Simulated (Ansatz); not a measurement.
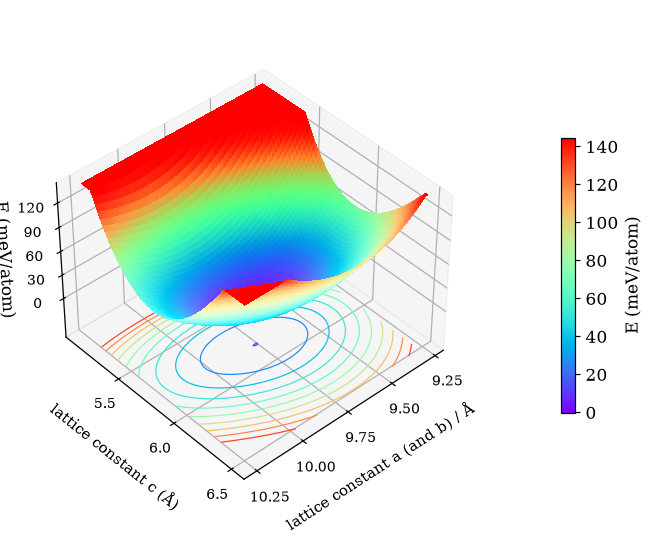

Energy landscape of Ge (R-3, No. 148; 8 atoms in the cell). The energy is mapped over the lattice constants a and c of the conventional cell. The first coordinate is: lattice constant a (and b); the second: lattice constant c. Nothing is relaxed (fractional coordinates fixed). Grid: 5 × 5 points. Points are written as (first, second). Energies: meV/atom, counted from the lowest grid point. Computed with Ansatz 0.2.0, DFT LDA, scalar-relativistic, plane waves, PAW. Settings: cutoff 420 eV, k-mesh 9×9×9, gaussian smearing 0.15 eV, no spin polarisation.

In the figure: a relief with its contours projected below, any walls above the top of the colour scale cut off. Between grid points the surface is interpolated. 

### Describe this landscape.

The lowest grid point is at (9.760 Å, 5.808 Å). No other kind of well shows on this grid. The highest grid point, (9.272 Å, 5.111 Å), lies 374 meV/atom above the lowest. Round the minimum the valley is somewhat tilted: raising lattice constant a (and b) shifts the best value of lattice constant c downwards (coupling k₁₂/√(k₁₁k₂₂) about 0.2).

Grid values (meV/atom):

```csv
"lattice constant c ↓, lattice constant a (and b) →",9.272,9.516,9.760,10.004,10.248
6.505,148,112,112,140,190
6.157,87,41,33,55,101
5.808,76,17,0,15,54
5.460,154,78,46,47,73
5.111,374,272,214,188,185
```

Each point was launched as `ansatz run input.yaml --threads 4 --pin off --max-ram 8192MiB --backend cpu --events-out ev --progress --plain --runs-dir out`. The whole map (25 points run) took 19 min on 4 threads of Arm Neoverse N1, on a shared host.

PAW datasets: the set soft_1.
